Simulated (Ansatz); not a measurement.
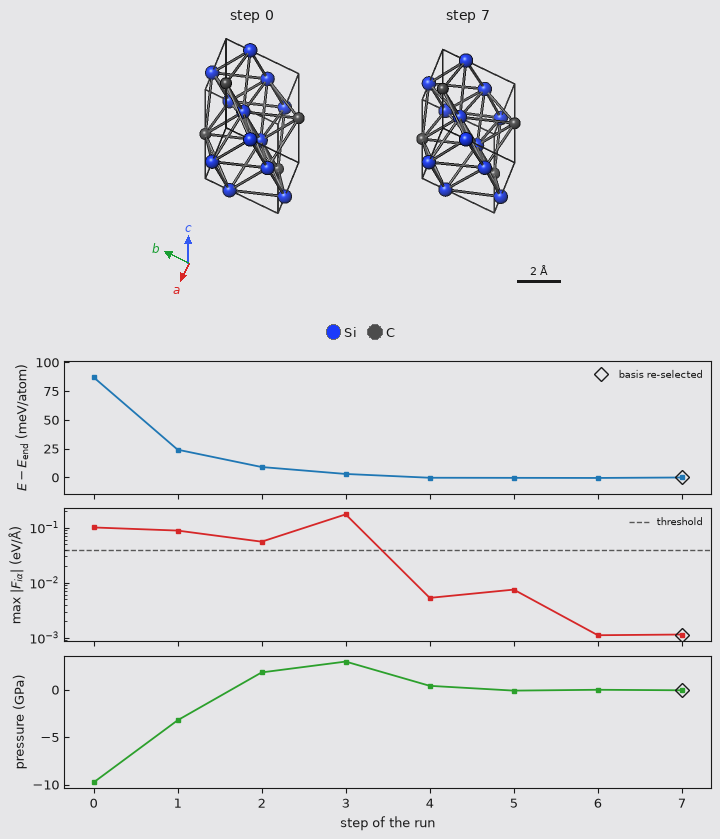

First and last geometry of a relaxation of solid Si5C (a generated structure, set up in P-62m) (coarse preliminary run), with the history of the run. Style: ball-and-stick. Shown: the cell of the calculation, from a free direction.

The calculation used Ansatz 0.2.0, DFT PBE, scalar-relativistic, plane waves, PAW. Settings: plane-wave cutoff 420 eV; k-point mesh 6 × 6 × 4; occupations gaussian; smearing width 0.1 eV; no spin polarisation; cell and atoms relaxed; force threshold 0.04 eV/Å; at most 70 steps.

Read the history and describe the run.

It converged. After 6 accepted moves (7 points after the start) the energy has fallen by 87.2 meV per atom. The largest force component goes from 0.1 to 0.0011 eV/Å. Pressure: −9.76 GPa at the start and −0.05 GPa at the end. At 1 point the geometry stayed and the basis and grid were re-selected for the new cell (energy shift of 0.4 meV per atom at most each time). The largest moves relative to the cell, 0.046 Å, are those of Si atoms. C stays in place. Cell: a = b 4.574 → 4.528 Å (−1.0 %), c 4.902 → 4.334 Å (−11.6 %). Volume −13.3 %. Some distances before and after: C–Si 2.886 → 2.615 Å, Si–Si 2.886 → 2.654 Å, Si–Si 2.641 → 2.534 Å, C–Si 2.641 → 2.614 Å. Among the angles between lasting bonds that change: Si–Si–Si 60.0° → 57.0°, Si–Si–Si 120.0° → 117.0°, Si–Si–Si 180.0° → 177.0°. The space group stays P-62m (No. 189). Cost: 50 s on 1 thread of Intel(R) Xeon(R) Processor @ 2.50GHz (Skylake/Cascade Lake), with other jobs on the host, peak memory 0.35 GiB.
